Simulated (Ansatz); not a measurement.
Consider Ga$_{5}$N.

Input

```
crystal:
  lattice:
    - [3.0317774211, 0.0, 0.0]
    - [-1.5158887105, 2.6255962653, 0.0]
    - [0.0, 0.0, 12.319863803]
  atoms:
    - { symbol: Ga, position: [0.0, 0.0, 0.8940738719] }
    - { symbol: Ga, position: [0.6666666667, 0.3333333333, 0.6967079108] }
    - { symbol: Ga, position: [0.0, 0.0, 0.5] }
    - { symbol: Ga, position: [0.6666666667, 0.3333333333, 0.3032920892] }
    - { symbol: Ga, position: [0.0, 0.0, 0.1059261281] }
    - { symbol: "N", position: [0.6666666667, 0.3333333333, 0.0] }
basis:
  ecutwfc: 420
kpoints:
  mp_grid: { grid: [12, 12, 4] }
hamiltonian:
  xc: pbe
scf:
  occupations: { method: gaussian, width: 0.1 }
output:
  forces: true
  stress: true
  eigenvalues: true
  write_density: true
  write_potential: true
  elf: true
  volumetric_format: npy
relax:
  adjacent_minimum: "off"
  f_tol: 0.01
  max_steps: 80
  cell: { stress_tol: 0.05 }
```

Command:

```sh
ansatz run input.yaml --threads 1 --pin off --max-ram 2560MiB --backend cpu --events-out ev --progress --plain --runs-dir out
```

Below, planes, directions and counts refer to the conventional cell (a = 3.05 Å, b = 3.05 Å, c = 12.26 Å, α = 90.00°, β = 90.00°, γ = 120.00°).

The fields are those of the run's last geometry, not of the input's.

Space group P-6m2; a structure generated by program, which may or may not match a known phase.

These are results of Ansatz 0.2.0, DFT PBE, scalar-relativistic, plane waves, PAW, not measurements.

What will maps of the valence pseudo-density and electron localisation function show?

Answer. Ga–N (2.19 Å): the density is about 0.45 e/Å³ at the midpoint; the ELF peaks at about 0.85 in the valence shell of N, 0.7 Å from its nucleus, and is about 0.35 at the midpoint.

Does the calculation make it a metal, or give it a gap?

Answer. It is metallic or semimetallic at this level of theory: no gap opens.

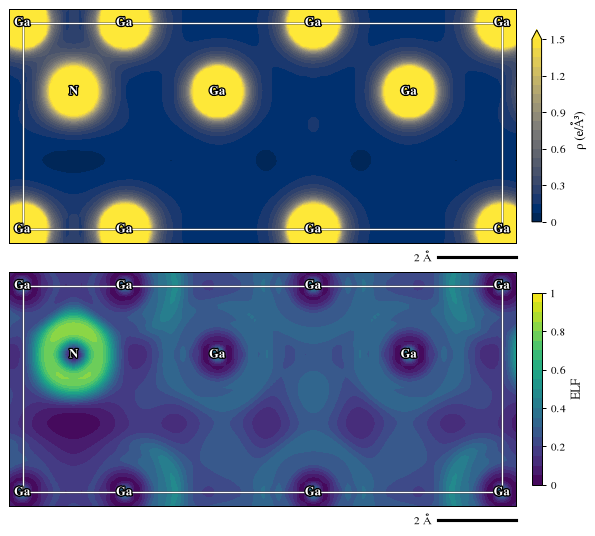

Computed valence pseudo-density and electron localisation function on the (110) plane of the conventional cell, in this order. 

Core electrons are frozen (PAW), and the valence fields are smoothed inside the atomic spheres.
